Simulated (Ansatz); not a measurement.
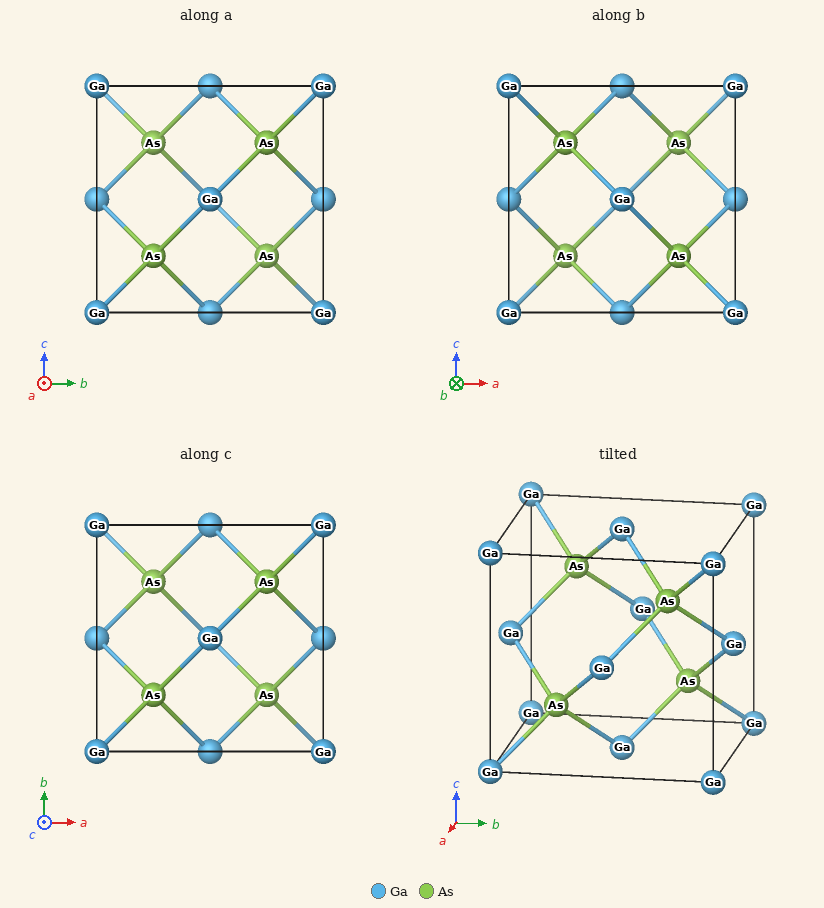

Drawn in the ball-and-stick manner and seen along the a axis, along the b axis, along the c axis and slightly off an axis. Thin lines show the conventional unit cell, with boundary atoms drawn in all their periodic places.

Lattice parameters: a = 5.496 Å, b = 5.496 Å, c = 5.496 Å, α = 90.00°, β = 90.00°, γ = 90.00°. Put a along x and b in the xy plane.

**Put the structure into a POSCAR file.**

```
Ga As
1.0
     5.496    0.000    0.000
     0.000    5.496    0.000
     0.000    0.000    5.496
Ga As
4 4
Direct
  0.0000 0.0000 0.0000
  0.0000 0.5000 0.5000
  0.5000 0.0000 0.5000
  0.5000 0.5000 0.0000
  0.2500 0.2500 0.7500
  0.2500 0.7500 0.2500
  0.7500 0.2500 0.2500
  0.7500 0.7500 0.7500
```

The cell started as a structure type filled with these elements by a generator (whether the compound takes this form wasn't checked). The cell was then strained or its atoms displaced on purpose. Ansatz was used for an electronic-structure calculation on it.

At this level of theory the cell isn't at rest (compressed, at 11 GPa), so its distances can differ from those at equilibrium, the more so the softer the solid.
